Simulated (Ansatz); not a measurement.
Consider SiNi₃ (interface cell).

```xyz
24
Lattice="4.9586 0.0000 0.0000 -2.4793 4.2943 0.0000 0.0000 0.0000 12.1341" Properties=species:S:1:pos:R:3 pbc="T T T"
Ni    1.2317    2.1517    0.0000
Ni    0.0000    4.2851    0.0000
Si    0.0000    0.0000    0.0000
Si    2.4793    1.4314    1.9982
Si    0.0000    2.8629    4.0688
Ni    3.7222    0.7138    4.0393
Ni   -1.2429    3.5804    2.0277
Ni    0.0000    1.4277    2.0277
Ni    2.4793    2.8666    4.0393
Ni   -1.2316    2.1517    0.0000
Ni    1.2429    3.5804    2.0277
Ni    1.2365    0.7138    4.0393
Si    2.4793    1.4314   10.1359
Si    0.0000    2.8629    8.0653
Ni    1.2476    2.1425    6.0671
Ni    3.7222    0.7138    8.0948
Ni   -1.2429    3.5804   10.1064
Ni    2.4793    0.0092    6.0671
Ni    0.0000    1.4277   10.1064
Ni    2.4793    2.8666    8.0948
Ni    1.2429    3.5804   10.1064
Ni    1.2365    0.7138    8.0948
Si    0.0000    0.0000    6.0671
Ni    3.7110    2.1425    6.0671
```

Computed without spin polarisation.

Theory: DFT PBE, scalar-relativistic, plane waves, PAW in Ansatz.

What can the converged valence pseudo-density and electron localisation function tell about the bonding?

Ni–Ni (2.47 Å): ρ is about 0.35 e/Å³ halfway; the ELF is about 0.25 at the midpoint; no shared electron pair shows on this line.
Si–Ni (2.48 Å): the density is about 0.36 e/Å³ at the midpoint; the ELF peaks at about 0.65 in the valence shell of Si, 0.9 Å from its nucleus, and is about 0.40 at the midpoint.

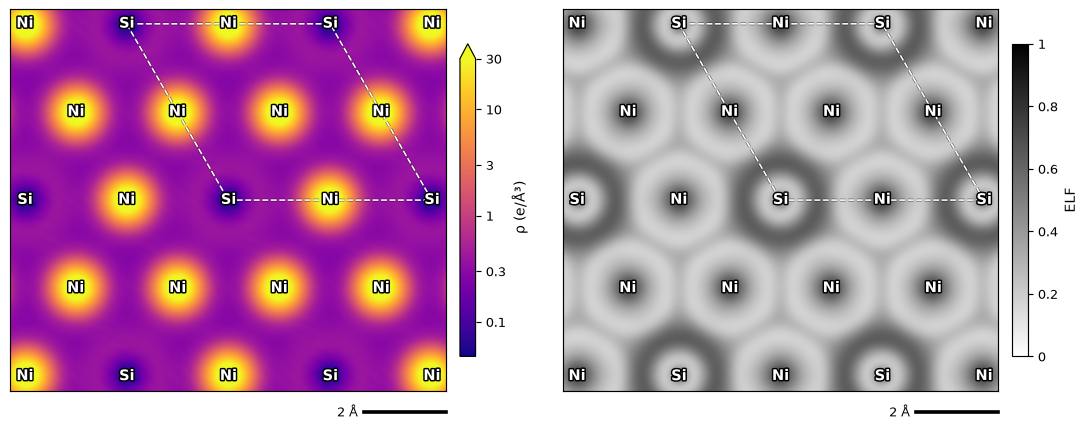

Computed valence pseudo-density and electron localisation function on the (001) plane of the calculation cell, in this order. 

Core electrons are frozen (PAW), and the valence fields are smoothed inside the atomic spheres.
